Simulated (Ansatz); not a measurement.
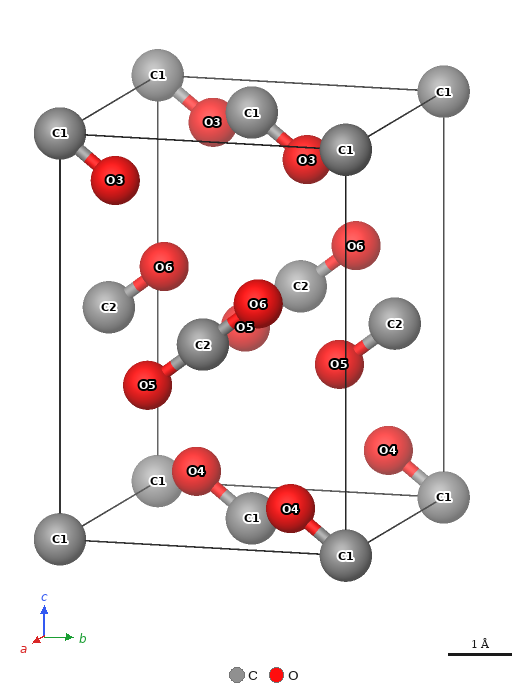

Reference structure: solid CO$_{2}$ (set up in Cmce) in its unrelaxed database cell. Style: ball-and-stick. Shown: the conventional cell (2 times the calculation's cell), slightly off an axis. Lengths and directions refer to the drawn axes.

All numbers below come from Ansatz, DFT PBE, scalar-relativistic, plane waves, PAW. (plane-wave cutoff 420 eV; k-point mesh 6 × 6 × 4; occupations gaussian; smearing width 0.02 eV; no spin polarisation)

Change: The cell is strained by +8.9 % along b, +3.6 % along c, +2.2 % along a (volume +15.4 %) and the O atoms are displaced by 0.13 Å relative to the cell: O3 0.13 Å along [0 −3 1]. No relaxation follows.

The input:
```yaml
crystal:
  lattice:
    - [2.6942703046, -2.6003083745, 0.0]
    - [2.6942703046, 2.6003083745, 0.0]
    - [0.0, 0.0, 6.8258941287]
  atoms:
    - { symbol: C, position: [0.0, 0.0, 0.0] }
    - { symbol: C, position: [0.5, 0.5, 0.5] }
    - { symbol: O, position: [0.8301265933, 0.1698734067, 0.8990967678] }
    - { symbol: O, position: [0.1698734067, 0.8301265933, 0.1009032322] }
    - { symbol: O, position: [0.6698734067, 0.3301265933, 0.3990967678] }
    - { symbol: O, position: [0.3301265933, 0.6698734067, 0.6009032322] }
basis:
  ecutwfc: 420
kpoints:
  mp_grid: { grid: [6, 6, 4] }
hamiltonian:
  xc: pbe
scf:
  occupations: { method: gaussian, width: 0.02 }
output:
  forces: true
  stress: true
  eigenvalues: true
  populations: true
```

Q: What does the calculation give for the changed structure?

A: Among the bonded contacts that change: C–O 1.167 → 1.120 Å. The space group stays Cmce (No. 64). Energy change: +74.2 meV per atom. Pressure: 2.7 GPa before, 15.5 GPa after. The principal stresses (compression positive) are 28.2 GPa along b, 17.3 GPa along c, 0.9 GPa along a. The largest forces, 6 eV/Å, act on O3, O4, O5 and O6; on O3 it points along [0 2 −1]. The forces mostly point back along the displacements (cosine −0.96). The gap on the k-mesh goes from 6.64 to 6.87 eV.

Drawn alike, the variant:

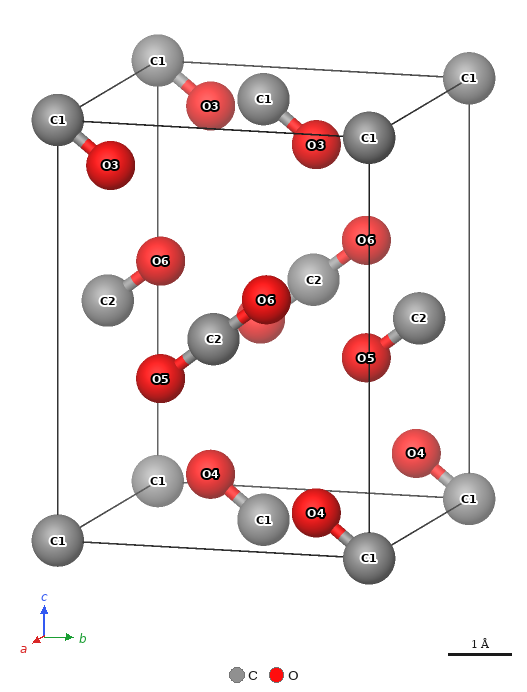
